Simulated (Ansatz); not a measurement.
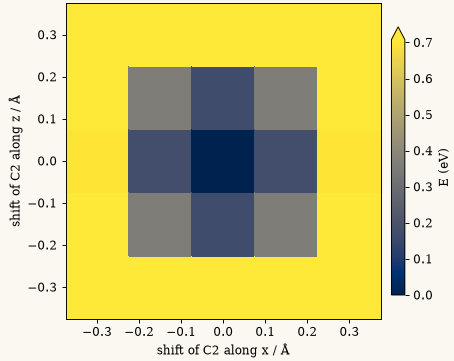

Energy landscape of WC (P-6m2, No. 187; 2 atoms in the cell). Atom C2 is moved over a plane while all other atoms and the cell stay fixed (its periodic images move with it) (x along [1 0 0], y along [1 2 0], z along [0 0 1] of the conventional cell). Coordinates scanned: (1) shift of C2 along x; (2) shift of C2 along z. The scan uses a 5 × 5 grid; 9 points were computed and 16 follow by symmetry. All energies are given in eV per cell relative to the lowest grid point. The reference cell is the one listed in the database, not relaxed at this level. These are results of Ansatz, DFT PBE, scalar-relativistic, plane waves, PAW, not measurements. Settings: cutoff 420 eV, k-mesh 18×18×16 in the order of the run's cell vectors, gaussian smearing 0.15 eV, no spin polarisation.

Drawn: one coloured cell a grid point, one colour for all values above the top of the scale. 

### What does the map say about the system?

The lowest grid point is at shift of C2 along x = 0.00 Å, shift of C2 along z = 0.00 Å. No other kind of well shows on this grid. The highest grid point, shift of C2 along x = −0.30 Å, shift of C2 along z = −0.30 Å, lies 1.60 eV above the lowest. Near the minimum the well is nearly round, with a curvature of about 15 eV/Å².
